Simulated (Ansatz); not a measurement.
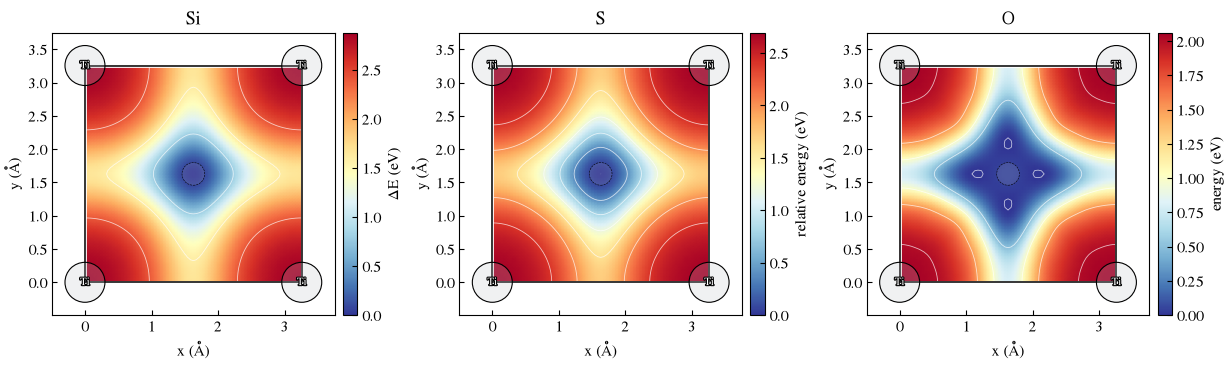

Three maps of one series, each from its own lowest grid point and on its own colour scale; the adsorbate changes from map to map. Adsorbates on a Ti(100) slab cut from the Im-3m phase, its upper half relaxed before the scan (16 atoms of substrate and one adsorbate in a 2 × 2 cell). 
- The adsorbate is moved over the surface cell; relaxed at each place: the height of the adsorbate's atoms; substrate rigid; the origin of the map has the adsorbate above Ti13.
- Places are given modulo a cell vector. The map is drawn in real space over the plane of the surface.
- The grid has 8 × 8 points.
- Places are given in fractions of the 1 × 1 surface cell.
- Energies are in eV, from the lowest grid point.
- Theory: DFT PBE, scalar-relativistic, plane waves, PAW in Ansatz 0.2.0. Settings: cutoff 420 eV, k-mesh 4×4×1, gaussian smearing 0.1 eV, no spin polarisation.

The picture shows a smooth colour map with a few white contour lines, labelled circles for the atoms of the top layer and small ones for the second layer, the outline of one cell of the plane. Between grid points the surface is interpolated.

The span runs from the lowest to the highest grid point.

| adsorbate | lowest grid point | span (eV) | height there (Å) |
| --- | --- | --- | --- |
| Si | a fourfold hollow over a second-layer Ti atom | 2.88 | 1.12 |
| S | a fourfold hollow over a second-layer Ti atom | 2.69 | 1.02 |
| O | (2/6, 3/6) of the cell vectors | 2.06 | 0.48 |

For O: The runs have no spin polarisation; a magnetic state may lie lower.

Q: One more map of the series was computed, for the adsorbate C. What do you expect for it?

A: The computed span is 4.76 eV, the largest of the series. The lowest grid point is a fourfold hollow over a second-layer Ti atom, as for Si and S. The height there is 0.45 Å.

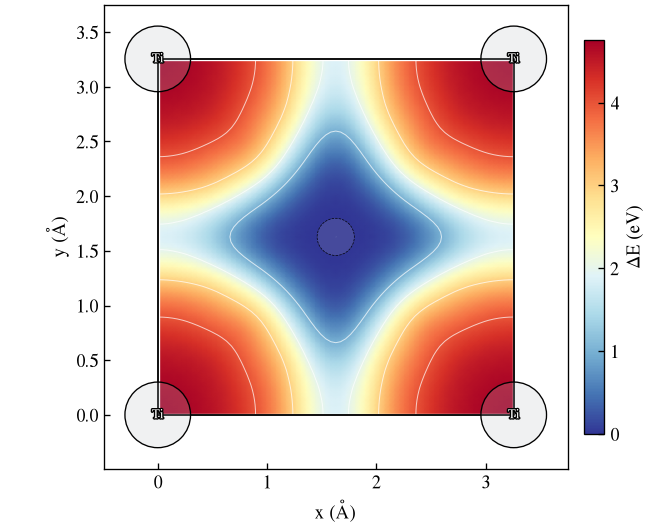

The map for C.

PAW datasets: the set soft_1.
